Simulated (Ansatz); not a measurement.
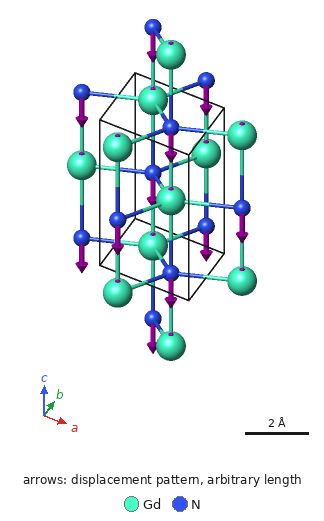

The lowest optical mode of a crystal of GdN (a generated structure), space group P6₃/mmc (No. 194), at the zone centre. The purple arrows give the relative displacements of the atoms. The picture is a ball-and-stick view of the cell of the calculation, seen from a free direction.

Computed with Ansatz, DFT PBE, scalar-relativistic, plane waves, PAW.

Input file:
```yaml
crystal:
  lattice:
    - [4.0816464144, 2.89e-08, 0.0]
    - [-2.0408232322, 3.5348094696, 0.0]
    - [0.0, 0.0, 5.0154130389]
  atoms:
    - { symbol: Gd, position: [0.6666666667, 0.3333333333, 0.5], spin: 7.48 }
    - { symbol: Gd, position: [0.3333333333, 0.6666666667, 0.0], spin: -7.48 }
    - { symbol: "N", position: [0.6666666667, 0.3333333333, 0.0] }
    - { symbol: "N", position: [0.3333333333, 0.6666666667, 0.5] }
basis:
  ecutwfc: 420
kpoints:
  mp_grid: { grid: [12, 12, 6] }
hamiltonian:
  xc: pbe
scf:
  occupations: { method: gaussian, width: 0.02 }
output:
  eigenvalues: true
  populations: true
magnetization:
  spin_polarized: true
phonons:
  method: dfpt
  dielectric: true
  rigid_motions: translations
  eigenvectors: true
  qmesh: [2, 2, 1]
  temperatures: { t_max: 1000, t_step: 100 }
  qpath:
    path:
      - [[0.0, 0.0, 0.0], [0.5, 0.0, 0.0], [0.33333333, 0.33333333, 0.0], [0.0, 0.0, 0.0], [0.0, 0.0, 0.5], [0.5, 0.0, 0.5], [0.33333333, 0.33333333, 0.5], [0.0, 0.0, 0.5]]
      - [[0.5, 0.0, 0.5], [0.5, 0.0, 0.0]]
      - [[0.33333333, 0.33333333, 0.5], [0.33333333, 0.33333333, 0.0]]
    npoints: 8
```

Command:
```bash
ansatz run input.yaml --threads 4 --pin off --max-ram 8192MiB --backend cpu --events-out ev --progress --plain --runs-dir out
```

Frequencies are those without the non-analytic (LO–TO) term.

> Is the structure stable against all modes at this point?

No. This is the A₂u mode at 103i cm⁻¹, the lowest optical level, infrared-active by symmetry. The N sublattice moves against the Gd sublattice, along c; it stretches the Gd–N bonds (2.51 Å); the kinetic energy is shared as N 92 %, Gd 8 %. The frequency is imaginary, so the structure is unstable against this distortion. Freezing in the drawn pattern lowers the space group from P6₃/mmc to P6₃mc (No. 186). Its infrared intensity is 74 (D/Å)²/amu.
